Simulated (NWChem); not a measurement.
# C3H6O (acetone): PBE0/jorge-DZP

Aim: the vertical ionisation energy of C3H6O (acetone) at PBE0/jorge-DZP, from 2 runs. 

The calculation is run with NWChem 7.3.0.

**1. The system as given**

C3H6O: 10 atoms, total charge 0, spin state singlet. SMILES: `CC(C)=O`. Geometry: relaxed at PBE0-D4/def2-TZVP.

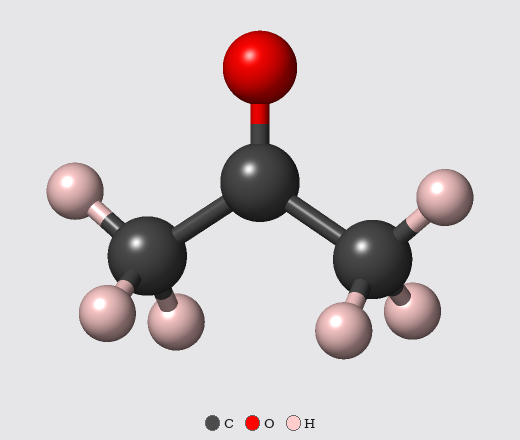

Viewed from a chosen angle; carbon dark grey, oxygen red, hydrogen pink.

**2. The energy at PBE0/jorge-DZP**

Input file c3h6o.nw:

```
START c3h6o
memory 2200 mb
GEOMETRY units angstrom noautosym nocenter noautoz
   C    -0.763500    0.843700   -0.605500
   C     0.498000    0.046700   -0.400600
   C     0.525100   -0.866200    0.797100
   O     1.435000    0.134800   -1.154100
   H    -1.637300    0.186500   -0.611300
   H    -0.898500    1.540800    0.227000
   H    -0.707800    1.399400   -1.539600
   H    -0.233900   -1.646100    0.683600
   H     1.506700   -1.325600    0.895800
   H     0.276100   -0.314000    1.707400
END
BASIS spherical bse
   * library jorge-DZP
END
DFT
   xc pbe0
   grid fine
   convergence energy 1e-08
   maxiter 100
   mulliken
   print low
END
TASK dft energy
```

Command:

```
$ nwchem c3h6o.nw > c3h6o.out
```

Output:

```text
Northwest Computational Chemistry Package (NWChem) 7.3.0
             --------------------------------------------------------

           Job information
           ---------------

    nwchem branch   = 7.3.0
    use scalapack   = T
    input           = c3h6o.nw
    prefix          = c3h6o.
    data base       = ./c3h6o.db
    status          = startup
    nproc           =        1

           Memory information
           ------------------

    heap     =     72089600 doubles =      550.0 Mbytes
    stack    =     72089597 doubles =      550.0 Mbytes
    global   =    144179200 doubles =     1100.0 Mbytes (distinct from heap & stack)
    total    =    288358397 doubles =     2200.0 Mbytes
    verify   = yes
    hardfail = no

           Directory information
           ---------------------

  0 permanent = .
  0 scratch   = .

[... 28 lines left out ...]
            Nuclear Dipole moment (a.u.)
[... 94 lines left out ...]
   convergence    iter        energy       DeltaE   RMS-Dens  Diis-err    time
[... 13 lines left out ...]
         Total DFT energy =     -192.955032039626
      One electron energy =     -498.327623675882
           Coulomb energy =      212.330421811326
    Exchange-Corr. energy =      -26.876552464467
 Nuclear repulsion energy =      119.918722289396
[... 5 lines left out ...]
     ---------------------------------------------
      Total Density - Mulliken Population Analysis
     ---------------------------------------------

    Atom       Charge   Shell Charges
 -----------   ------   -------------------------------------------------------
    1 C    6     6.18   0.93  1.05  0.69  0.41  2.57  0.50  0.04
    2 C    6     6.00   0.93  1.05  0.73  0.46  2.30  0.38  0.15
    3 C    6     6.18   0.93  1.05  0.69  0.41  2.57  0.50  0.04
[... 6 lines of this table left out ...]
   10 H    1     0.91   0.73  0.16  0.03

     -------------------------------------------
      Total Density - Lowdin Population Analysis
     -------------------------------------------

    Atom       Charge   Shell Charges
 -----------   ------   -------------------------------------------------------
    1 C    6     6.15   0.97  1.00  0.49  0.38  2.24  0.97  0.11
    2 C    6     6.05   0.97  1.00  0.53  0.36  2.05  0.79  0.36
    3 C    6     6.15   0.97  1.00  0.49  0.38  2.24  0.97  0.11
[... 6 lines of this table left out ...]
   10 H    1     0.93   0.62  0.24  0.07

 Task  times  cpu:       25.0s     wall:       25.0s
 Total times  cpu:       25.1s     wall:       25.1s
```

Run time: 26 s. Hardware: 1 thread of Intel Xeon Platinum 8259CL at 2.50GHz (Skylake/Cascade Lake), shared host; peak memory 0.12 GiB.

**3. The doublet cation at the same level**

Input file c3h6o.nw:

```
start c3h6o
title "C3H6O"
memory stack 880 mb heap 220 mb global 1100 mb
charge 1

geometry units angstroms noautosym nocenter noautoz
 C    -0.763500    0.843700   -0.605500
 C     0.498000    0.046700   -0.400600
 C     0.525100   -0.866200    0.797100
 O     1.435000    0.134800   -1.154100
 H    -1.637300    0.186500   -0.611300
 H    -0.898500    1.540800    0.227000
 H    -0.707800    1.399400   -1.539600
 H    -0.233900   -1.646100    0.683600
 H     1.506700   -1.325600    0.895800
 H     0.276100   -0.314000    1.707400
end

basis spherical bse
 * library jorge-DZP
end

dft
 xc pbe0
 mult 2
 grid fine
 convergence energy 1e-08
 iterations 100
 mulliken
 noprint "final vectors analysis"
end

task dft energy
```

Command:

```
$ nwchem c3h6o.nw > c3h6o.out
```

Output:

```text
Northwest Computational Chemistry Package (NWChem) 7.3.0
             --------------------------------------------------------

           Job information
           ---------------

    nwchem branch   = 7.3.0
    use scalapack   = T
    input           = c3h6o.nw
    prefix          = c3h6o.
    data base       = ./c3h6o.db
    status          = startup
    nproc           =        1

           Memory information
           ------------------

    heap     =     28835838 doubles =      220.0 Mbytes
    stack    =    115343355 doubles =      880.0 Mbytes
    global   =    144179200 doubles =     1100.0 Mbytes (distinct from heap & stack)
    total    =    288358393 doubles =     2200.0 Mbytes
    verify   = yes
    hardfail = no

           Directory information
           ---------------------

  0 permanent = .
  0 scratch   = .

[... 31 lines left out ...]
            Nuclear Dipole moment (a.u.)
[... 88 lines left out ...]
  convergence criterion.
[... 16 lines left out ...]
          Convergence on density requested:  1.00D-05
[... 22 lines left out ...]
          Spatial weights used:  Erf1
[... 3 lines left out ...]
          Convergence aids based upon iterative change in
[... 84 lines left out ...]
         Total DFT energy =     -192.605597295576
[... 1 line left out ...]
           Coulomb energy =      203.362422394744
[... 1 line left out ...]
 Nuclear repulsion energy =      119.918722289396
[... 92 lines left out ...]
     --------------------------
     Expectation value of S2:
     --------------------------
      <S2> =      0.7570 (Exact =     0.7500)

 center of mass
 --------------
 x =   0.79311038 y =   0.07443633 z =  -0.63794639

 moments of inertia (a.u.)
 ------------------
         223.010981024425          54.237312179380          23.262591508181
          54.237312179380         278.928861994868          75.569764036982
          23.262591508181          75.569764036982         247.147416364040

     Multipole analysis of the density
     ---------------------------------

     L   x y z        total         alpha         beta         nuclear
     -   - - -        -----         -----         ----         -------
     0   0 0 0      1.000000    -16.000000    -15.000000     32.000000

     1   1 0 0      0.035147    -11.698758     -9.701068     21.434973
[... 8 lines of this table left out ...]
     2   0 0 2    -13.576936    -53.011432    -48.453021     87.887517

 Task  times  cpu:       49.2s     wall:       49.2s
 Total times  cpu:       49.3s     wall:       49.3s
```

It took 50 s on 1 thread of Intel Xeon Platinum 8259CL at 2.50GHz (Skylake/Cascade Lake), shared host; peak memory 0.12 GiB.

**4. Summary of results**

Level: PBE0/jorge-DZP.

| quantity | value |
| --- | --- |
| singlet C3H6O: total energy | -192.95503 Eh |
| doublet cation: total energy | -192.60560 Eh |
| doublet cation: ⟨S²⟩ | 0.757 |
| vertical ionisation energy (to the doublet cation) | 9.509 eV |

The vertical ionisation energy comes to 9.51 eV (917 kJ/mol). Mulliken charges (singlet C3H6O) run from -0.21 on O4 to +0.10 on H6.
